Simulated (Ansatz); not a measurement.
HfSiO₄

```cif
data_structure
_symmetry_space_group_name_H-M 'P 1'
_symmetry_Int_Tables_number 1
_cell_length_a 4.6007
_cell_length_b 5.0918
_cell_length_c 5.2947
_cell_angle_alpha 90.000
_cell_angle_beta 92.347
_cell_angle_gamma 90.000
_cell_volume 123.93
loop_
_atom_site_label
_atom_site_type_symbol
_atom_site_fract_x
_atom_site_fract_y
_atom_site_fract_z
_atom_site_occupancy
Hf1 Hf 0.77608 0.77802 0.08939 1
Si1 Si 0.69666 0.25516 0.41437 1
Si2 Si 0.30334 0.75516 0.58563 1
Hf2 Hf 0.22392 0.27802 0.91061 1
O1 O 0.04692 0.67766 0.37311 1
O2 O 0.93608 0.15102 0.16061 1
O3 O 0.50057 0.46776 0.62397 1
O4 O 0.45985 0.94439 0.82869 1
O5 O 0.49943 0.96776 0.37603 1
O6 O 0.54015 0.44439 0.17131 1
O7 O 0.06392 0.65102 0.83939 1
O8 O 0.95308 0.17766 0.62689 1
```

Space group P2₁; a structure from a database of computed crystals, not necessarily the ambient phase; started from the polar orthorhombic host prototype, which need not be the ambient phase.

These are results of DFT, r2SCAN, plane waves, PAW (Ansatz 0.2.0), not measurements.

The density is the valence pseudo-density of a PAW calculation; it isn't the true density close to the nuclei.

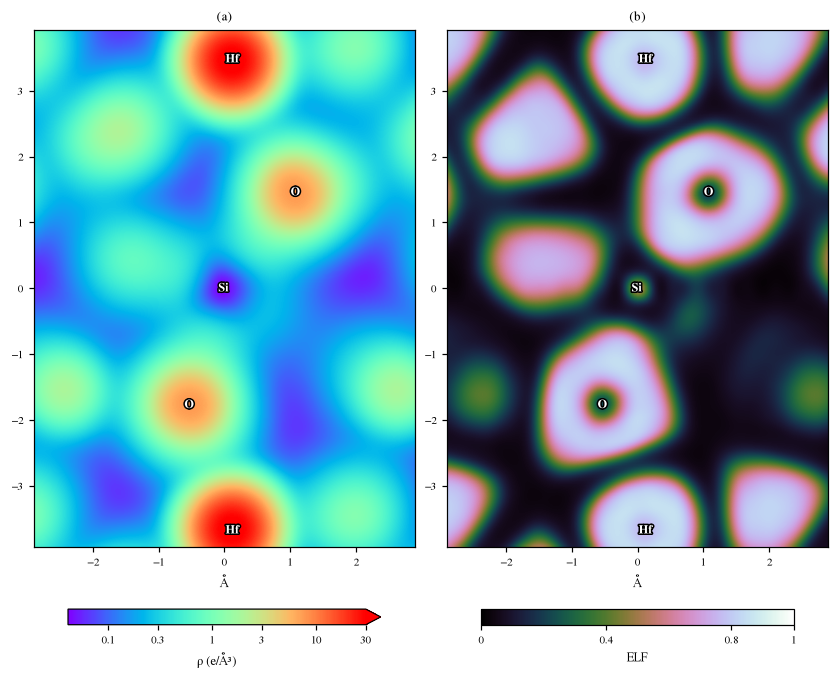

Figure 1. (a) valence charge density (pseudo); (b) ELF on the (101) plane of the conventional cell.

Interpret the plot.

- Atoms in the plane: Hf, Si and O.
- Atoms just off the plane (Si, 0.8 Å away, Hf, 0.8 Å away and O, 0.6 Å away) can leave unmarked features too.
- Si–O (1.82 Å): the density is about 0.84 e/Å³ at the midpoint; the ELF peaks at about 0.85 between the atoms.
- Hf–O (2.24 Å): ρ is about 0.5 e/Å³ halfway; the ELF peaks at about 0.85 in the valence shell of O, 0.6 Å from its nucleus, and drops to about 0.15 between the two atoms (no localised pair shows between them).
- Between the atoms the lowest density in this plane is 0.05 e/Å³.
- The features right at Hf lie inside the PAW spheres, where the map follows smoothed inner orbitals and isn't to be read closely.

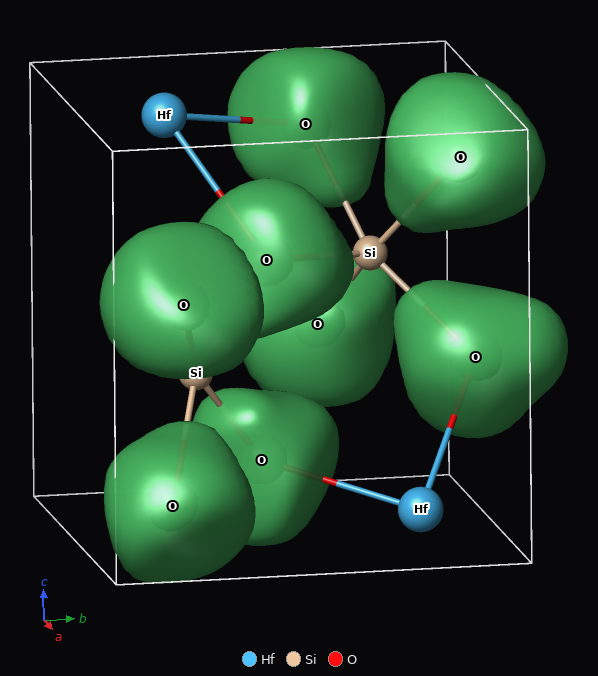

Figure 2. Isosurface of the electron localisation function at 0.6 (green), seen slightly off an axis. Core shells and regions of very low density are left out. Sticks mark near contacts.

What do the ELF domains correspond to?

The surface consists of eight regions on O in which the atom's valence shell and bonds are merged, counted in one cell of 12 atoms. Regions shared between cells count once.


Si–O (1.64 Å): the ELF peaks at about 0.85 between the atoms. Hf–O (1.98 Å): the ELF peaks at about 0.80 in the valence shell of O, 0.6 Å from its nucleus, and drops to about 0.20 between the two atoms: no shared electron pair shows on this line.

Does the calculation give a band gap?

It is gapped, with a Kohn–Sham gap of 4.2 eV on the k-point mesh, an upper bound to the gap of this method.
